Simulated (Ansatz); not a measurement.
## Electronic structure of Ta8N7 in real space

The calculation's input:

```
crystal:
  lattice:
    - [0.0, 4.41, 4.41]
    - [4.41, 0.0, 4.41]
    - [4.41, 4.41, 0.0]
  atoms:
    - { symbol: Ta, position: [0.0, 0.0, 0.0] }
    - { symbol: Ta, position: [0.0, 0.0, 0.5] }
    - { symbol: Ta, position: [0.0, 0.5, 0.0] }
    - { symbol: Ta, position: [0.0, 0.5, 0.5] }
    - { symbol: Ta, position: [0.5, 0.0, 0.0] }
    - { symbol: Ta, position: [0.5, 0.0, 0.5] }
    - { symbol: Ta, position: [0.5, 0.5, 0.0] }
    - { symbol: Ta, position: [0.5, 0.5, 0.5] }
    - { symbol: "N", position: [0.25, 0.25, 0.75] }
    - { symbol: "N", position: [0.25, 0.75, 0.25] }
    - { symbol: "N", position: [0.25, 0.75, 0.75] }
    - { symbol: "N", position: [0.75, 0.25, 0.25] }
    - { symbol: "N", position: [0.75, 0.25, 0.75] }
    - { symbol: "N", position: [0.75, 0.75, 0.25] }
    - { symbol: "N", position: [0.75, 0.75, 0.75] }
scf:
  occupations: { method: gaussian, width: 0.2 }
output:
  forces: true
  stress: true
  eigenvalues: true
  write_density: true
  write_potential: true
  elf: true
  volumetric_format: npy
kpoints:
  mp_grid: { grid: [12, 12, 12] }
hamiltonian:
  xc: lda
relax:
  f_tol: 0.003
  max_steps: 60
  cell: { stress_tol: 0.05 }
```

Launched as:

```sh
ansatz run input.yaml --threads 8 --pin off --max-ram 24576MiB --backend cpu --events-out ev --progress --plain --runs-dir out
```

Below, planes, directions and counts refer to the conventional cell (a = 8.66 Å, b = 8.66 Å, c = 8.66 Å, α = 90.00°, β = 90.00°, γ = 90.00°).

The fields are those of the run's last geometry, not of the input's.

Space group Fm-3m; a generated structure, not necessarily the stable one; computed without spin polarisation.

Method: DFT LDA, scalar-relativistic, plane waves, PAW (Ansatz).

In a PAW calculation such maps are meaningful between the atoms, not at the nuclei.

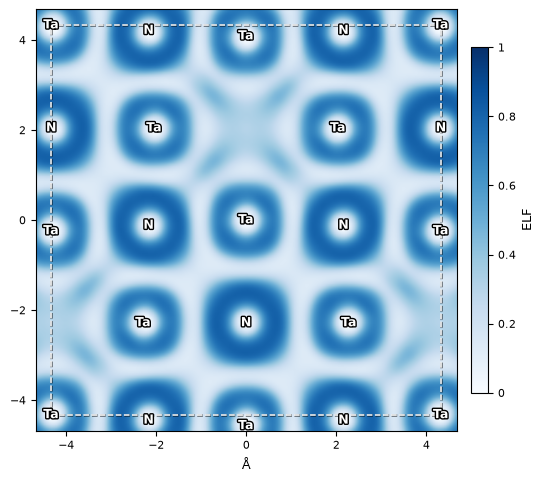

Figure 1. Electron localisation function on the (010) plane of the conventional cell.

Q: What does the map show?

A:
- The plane passes through Ta and N nuclei.
- Ta–N (2.17 Å): the ELF peaks at about 0.80 in the valence shell of N, 0.7 Å from its nucleus, and is about 0.15 at the midpoint (no shared electron pair shows on this line).
- Ta–Ta (2.89 Å): the ELF is about 0.35 at the midpoint.
- Ta–N (2.29 Å): the ELF peaks at about 0.80 in the valence shell of N, 0.7 Å from its nucleus, and is about 0.20 at the midpoint: no localised pair shows between them.
- The features right at Ta lie inside the PAW spheres, where the map follows smoothed inner orbitals and isn't to be read closely.

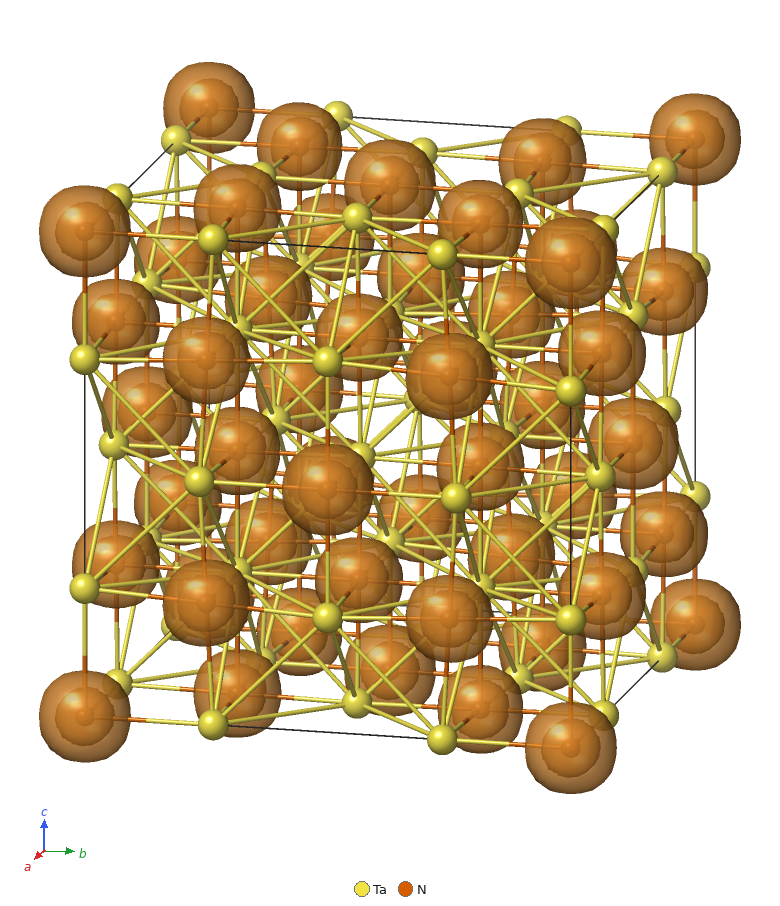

Figure 2. Isosurface of the ELF at 0.75 (orange), seen slightly off an axis. Core shells and regions of very low density are left out. Sticks mark near contacts.

Q: Describe the localisation domains.

A: The ELF exceeds this value in 28 regions wrapped around N (the valence shell of each), counted in one cell of 60 atoms. Any copies at cell faces, edges or corners count once. Profiles from the grid: Ta–N (2.16 Å): the ELF peaks at about 0.80 in the valence shell of N, 0.6 Å from its nucleus, and is about 0.15 at the midpoint: no shared electron pair shows on this line.

Q: Metal or insulator at this level of theory?

A: It is metallic or semimetallic at this level of theory: no gap opens; semilocal functionals without U, or without the true magnetic order, often close the gap of such compounds.
